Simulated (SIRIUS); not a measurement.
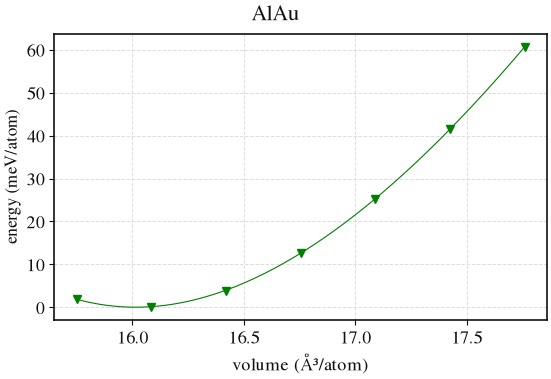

Plotted: energy against volume for AlAu, space group Pm-3m (No. 221).

The given structure:
```
CELL_PARAMETERS angstrom
3.22394 0.00000 0.00000
0.00000 3.22394 0.00000
0.00000 0.00000 3.22394
ATOMIC_POSITIONS crystal
Au 0.50000 0.50000 0.50000
Al 0.00000 0.00000 0.00000
```

Method: all-electron LAPW DFT, no spin polarisation; energies at scaled volumes of the given cell, shape and fractions fixed, counted from the fit's minimum, third-order Birch-Murnaghan fit (SIRIUS 7.12.0). Level: PBEsol.

```json
{"setting": "k mesh", "value": "8×8×8"}
{"setting": "occupations", "value": "Fermi–Dirac"}
{"setting": "smearing width", "value": "0.05 eV"}
{"setting": "potentials", "value": "all electron FP LAPW"}
{"setting": "program settings", "value": "basis apw+lo standard, gk cutoff 3.47 1/bohr, pw cutoff 20 1/bohr"}
```

Q: Give the fitted equation-of-state parameters.

A: A third-order Birch–Murnaghan fit gives V0 = 16.01 Å³/atom, B0 = 131 GPa and B′ = 6.3.

Caveats: spin-orbit coupling left out, heavy elements.
